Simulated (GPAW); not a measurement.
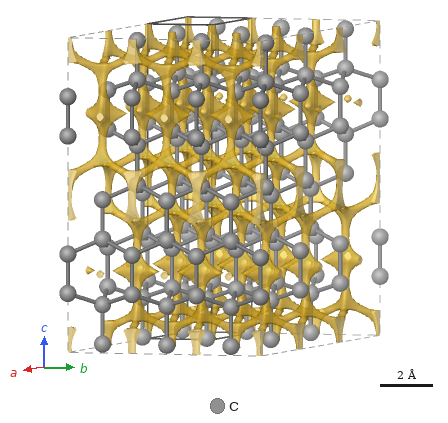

The yellow surface encloses the points that the centre of a probe sphere of radius 0.55 Å can occupy in C (P6_3/mmc), computed on a grid of about 0.11 Å (3×3×1 cells shown, view from a free direction; pale faces close the region where the box cuts it).

Hard-sphere model; touching radii (half the shortest distance): C 0.77 Å.

Origin of the cell: an entry of the Crystallography Open Database, as set up for an electronic-structure calculation.

```cif
data_structure
_symmetry_space_group_name_H-M 'P6_3/mmc'
_symmetry_Int_Tables_number 194
_cell_length_a 2.5221
_cell_length_b 2.5221
_cell_length_c 12.3557
_cell_angle_alpha 90.000
_cell_angle_beta 90.000
_cell_angle_gamma 120.000
_cell_volume 68.06
loop_
_atom_site_label
_atom_site_type_symbol
_atom_site_symmetry_multiplicity
_atom_site_Wyckoff_symbol
_atom_site_fract_x
_atom_site_fract_y
_atom_site_fract_z
_atom_site_occupancy
C1 C 4 f 0.66667 0.33333 0.35417 1
C2 C 4 f 0.66667 0.33333 0.47917 1
C3 C 4 e 0.00000 0.00000 0.81250 1
```

> Do these regions connect?

Where they connect, they form a three-dimensional network.

> What share of the cell can the probe's centre reach?

About 5.7 % of the volume (3.9 Å³ of 68.1 Å³).

> Give the largest included and the largest free sphere.

The largest sphere that fits anywhere has a diameter of 1.75 Å; the largest that can travel through the crystal, about 1.4 Å.

> How does the connectivity change as the probe shrinks?

Below a radius of about 0.68 Å the space forms a three-dimensional network. These are grid estimates, good to about 0.05 Å.
